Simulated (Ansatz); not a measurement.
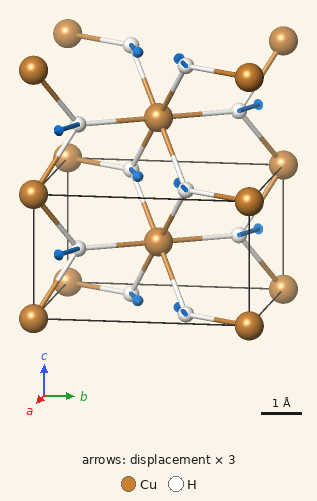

A relaxation of solid CuH₂ (a generated structure, set up in Pnnm) (coarse preliminary run). The starting structure is drawn; blue arrows show the displacements (the part carried along by the change of the cell is left out), magnified 3 times.

A ball-and-stick model of the cell of the calculation, repeated 1 × 1 × 2 with one cell outlined, seen slightly off an axis.

Theory: DFT PBE, scalar-relativistic, plane waves, PAW in Ansatz 0.2.0. Settings: plane-wave cutoff 420 eV; k-point mesh 4 × 4 × 6; occupations gaussian; smearing width 0.1 eV; no spin polarisation; cell and atoms relaxed; force threshold 0.04 eV/Å; at most 70 steps.

Which element moves most?

Hydrogen: up to 0.41 Å, against 0.00 Å for copper.

What happened in the run?

After 11 accepted moves (12 points after the start) the energy has fallen by 845 meV per atom. The largest force component goes from 0.58 to 0.0047 eV/Å. The pressure goes from −16.42 to −0.19 GPa. The SCF was repeated once at an unchanged geometry on a basis and grid sized afresh for the cell, which shifted the energy by 1.8 meV per atom at most. The largest moves relative to the cell, 0.41 Å, are those of H atoms. Cu stays in place. Cell: a 5.005 → 4.863 Å (−2.8 %), b 5.592 → 5.228 Å (−6.5 %), c 3.229 → 2.385 Å (−26.1 %). Volume −32.9 %. Among the contacts that change: Cu–Cu 3.229 → 2.385 Å, Cu–H 2.245 → 1.628 Å, Cu–H 2.245 → 2.471 Å. The space group stays Pnnm (No. 58). The run took 64 s on 1 thread of Intel(R) Xeon(R) Processor @ 2.70GHz, on a shared host, peak memory 0.42 GiB.

Limits of the set-up: layers or molecules are held without a dispersion correction, so their spacing is unreliable.
